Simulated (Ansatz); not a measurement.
# Does disorder add resistance in series? Ag(111) layers with 50 % Pd

Two lengths of the disordered region are known. What area resistance does the third give?

**Method.** Ansatz 0.2.0, plane waves with PAW datasets at their recommended cutoffs (420 eV for most), Fermi-Dirac smearing; ballistic transmission by layer matching. The area resistance is RA = A (h/2e²)(1/T − 1/N), with T the zone-mean transmission per spin and N the lead's channels, both averaged over a few energies near the Fermi level; for magnets each spin is taken apart, with h/e², and the two conduct in parallel. Lateral cell 2x2, PBE, a fresh random draw for each length.

Results; the value marked ? is to be predicted:

```
length (Å)  channels N  RA (fΩ m²)
      9.44       3.266       0.888
      18.9       3.266        1.36
      28.3       3.266           ?
```

Worked fit:

Ohm's law makes RA linear in the length: the slope is (1.36 − 0.888)/(18.9 − 9.44) = 0.0497 fΩ m² per Å, or 50 µΩ cm. Then 1.36 + 0.0497 × 9.44. Predicted: 1.83 fΩ m².

**The withheld run.**

1.22 fΩ m², so the prediction is 49 % too high. The three lengths together give 18 µΩ cm. Single draws scatter; these runs don't part the causes of the miss, and leave the question open.

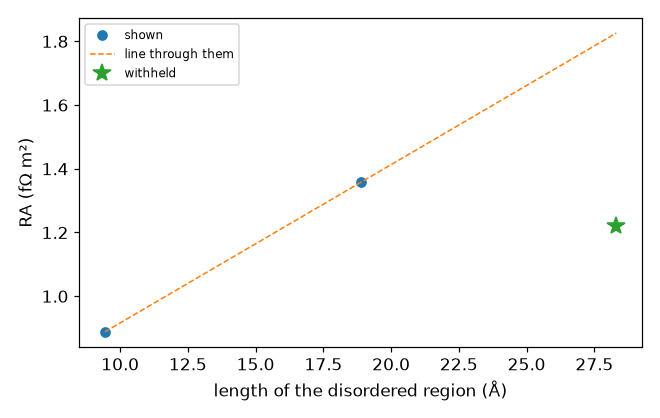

Area resistance against length.

Caveats: The scatterers repeat sideways with the small cell. The slope is a raw one; a model of isotropic scattering puts it 1.08 times the bulk value over these lengths. Atoms sit unrelaxed on the host's lattice, and the pair may not mix at random in practice.

[Logs are printed without paths, hosts, clocks, repeated set-up lines and the standing remarks that a program may print on its own settings, such as how far it seeks lower states.]
